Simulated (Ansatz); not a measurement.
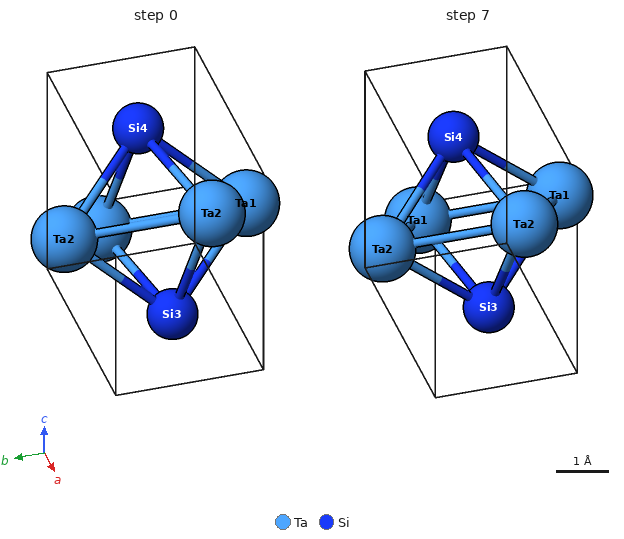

The structure of a crystal of TaSi (built on the AuCd (B19)_51 type) (coarse preliminary run) before (left) and after (right) a relaxation, at one scale.

A ball-and-stick model of the cell of the calculation, seen from a free direction.

Case: AuCd (B19) type (Pmma, No. 51).

Method: Ansatz 0.2.0, DFT PBE, scalar-relativistic, plane waves, PAW. Set-up: plane-wave cutoff 420 eV; k-point mesh 4 × 6 × 4; occupations gaussian; smearing width 0.1 eV; no spin polarisation; cell and atoms relaxed; force threshold 0.04 eV/Å; at most 70 steps.

Question: What changed between the two?

Answer: The largest moves relative to the cell, 0.23 Å, are those of Ta1 and Ta2. Ta2 goes along −c. Largest moves by element: Ta 0.23 Å, Si 0.20 Å. Cell: a 4.543 → 4.662 Å (+2.6 %), b 3.006 → 2.888 Å (−3.9 %), c 4.638 → 4.651 Å (+0.3 %). Volume −1.2 %. Some distances before and after: Ta1–Ta2 2.858 → 3.210 Å, Si3–Si4 2.864 → 3.176 Å, Ta1–Ta2 (another image) 3.687 → 3.377 Å, Ta1–Ta1 3.006 → 2.888 Å. The space group stays Pmma (No. 51). Over 6 accepted moves (7 points after the start) the energy falls by 70.5 meV per atom. Largest force component: 1 eV/Å at the start, 0.0067 eV/Å at the end. The pressure goes from −1.30 to −0.03 GPa. At 1 point the geometry stayed and the basis and grid were re-selected for the new cell (energy shift of less than 0.05 meV per atom at most each time).
